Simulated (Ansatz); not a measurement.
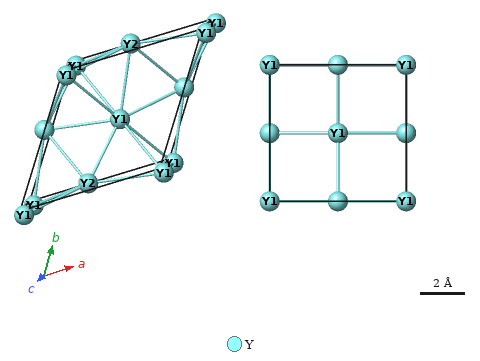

Two geometries of solid Y (a generated structure, set up in I4_1/amd), drawn at one scale. One is the start of a relaxation, the other its converged end. Style: ball-and-stick. Shown: the conventional cell (2 times the calculation's cell), along the c axis. Lengths and directions refer to the drawn axes.

Level of theory: DFT, BLYP, plane waves (420 eV) with PAW, scalar-relativistic in Ansatz. Settings: plane-wave cutoff 420 eV; k-point mesh 10 × 10 × 7; occupations fermi dirac; smearing width 0.1 eV; no spin polarisation; cell and atoms relaxed; force threshold 0.01 eV/Å; at most 60 steps.

Which of the two is the end point?

The left one is the relaxed one. Phase: beta-Sn type. After 20 accepted moves (23 points after the start) the energy has fallen by 428 meV per atom. Largest force component: 0.00053 eV/Å at the start, under 0.0001 eV/Å at the end. Pressure: −0.31 GPa at the start and 0.00 GPa at the end. The line search rejected the trial step at point 11 of the run. At 2 points the geometry stayed and the basis and grid were re-selected for the new cell (energy shift of 23.6 meV per atom at most each time). The largest moves relative to the cell, 0.27 Å, are those of Y1 and Y2. Y1 goes along [1 −1 0]. The drawn cell changes as follows: a = b 6.332 → 6.826 Å (+7.8 %), c 3.458 → 3.686 Å (+6.6 %), α 90.0° → 105.6°, β 90.0° → 105.6°, γ 90.0° → 55.8°; the volume changes by −2.5 %. Near-neighbour distances that change, for instance: Y1–Y1 4.800 → 3.686 Å, Y1–Y2 4.093 → 3.576 Å, Y1–Y2 (another image) 3.282 → 3.575 Å, Y1–Y1 (another image) 3.458 → 3.686 Å. New bonds form: Y1–Y1 (4.80 → 3.69 Å), Y2–Y2 (4.80 → 3.69 Å). The space group (tolerance 0.01 Å) goes from I4_1/amd (No. 141) to P6_3/mmc (No. 194).
